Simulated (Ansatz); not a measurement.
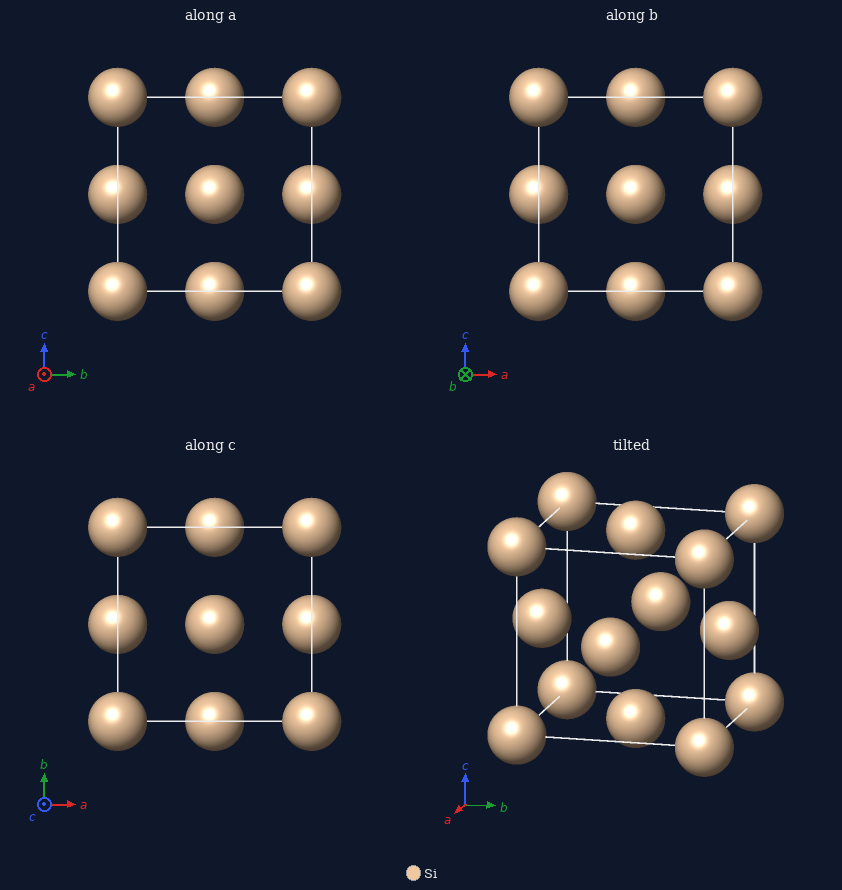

This spheres-only model is shown along the a axis, along the b axis, along the c axis and slightly off an axis. The box is the conventional unit cell; atoms on or close to its faces, edges and corners are drawn wherever they repeat.

Lattice parameters: a = 3.8088 Å, b = 3.8088 Å, c = 3.8088 Å, α = 90.000°, β = 90.000°, γ = 90.000°.

Put the structure into a CIF with its space group and independent sites.

Answer.
```cif
data_structure
_symmetry_space_group_name_H-M 'F m -3 m'
_symmetry_Int_Tables_number 225
_cell_length_a 3.8088
_cell_length_b 3.8088
_cell_length_c 3.8088
_cell_angle_alpha 90.000
_cell_angle_beta 90.000
_cell_angle_gamma 90.000
_cell_volume 55.26
loop_
_atom_site_label
_atom_site_type_symbol
_atom_site_symmetry_multiplicity
_atom_site_Wyckoff_symbol
_atom_site_fract_x
_atom_site_fract_y
_atom_site_fract_z
_atom_site_occupancy
Si1 Si 4 a 0.0000 0.0000 0.0000 1
```

The initial geometry was a structure type filled with this element by a generator (whether the element takes this form wasn't checked). Atoms and cell were optimised with Ansatz, DFT r2SCAN, scalar-relativistic, plane waves, PAW.
